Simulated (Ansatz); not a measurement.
```yaml
crystal:
  lattice:
    - [2.43859, 0.00000, 0.00000]
    - [-1.21930, 2.11188, 0.00000]
    - [0.00000, 0.00000, 3.96680]
  atoms:
    - { symbol: Co, position: [0.66667, 0.33333, 0.75000] }
    - { symbol: Co, position: [0.33333, 0.66667, 0.25000] }
```

Space group P6₃/mmc; a structure from a database of computed crystals, not necessarily the ambient phase; computed pressure about 15 GPa in this cell; spin-polarised.

Level of theory: Ansatz 0.2.0, Kohn-Sham DFT of a periodic cell, PBE, JTH PAW.

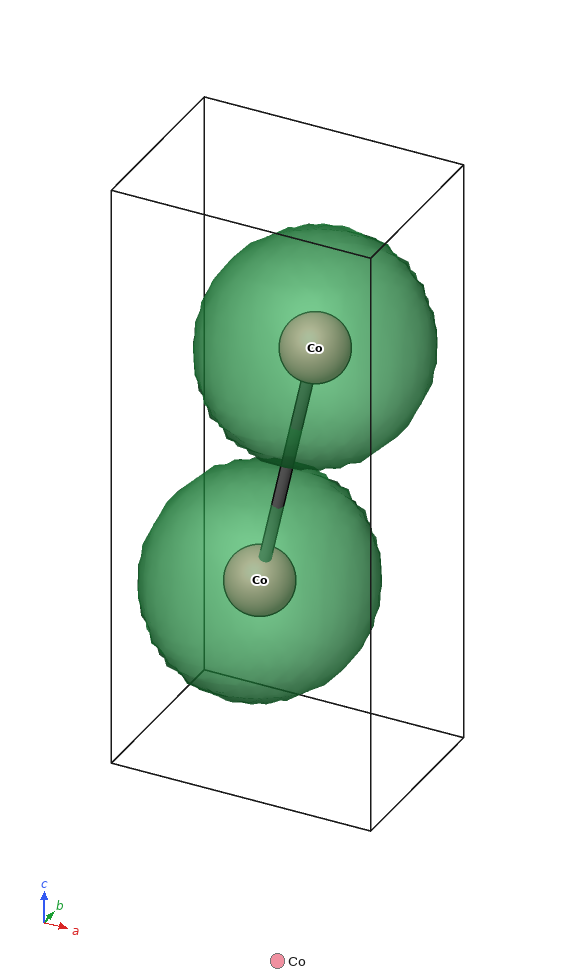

Co. Isosurfaces of the spin density at +0.1 (green) and −0.1 e/Å³ (red), seen slightly off an axis. Sticks mark near contacts.

In a PAW calculation such maps are meaningful between the atoms, not at the nuclei.

Where is the spin, and how is it ordered?

Answer. The spin density sits on Co: +1.6 μB (×2) in one cell of 2 atoms: parallel moments (a ferromagnetic arrangement) in this solution. The cell of the calculation (2 atoms) carries 3.1 μB of net spin moment. Only one sign reaches the isovalue.
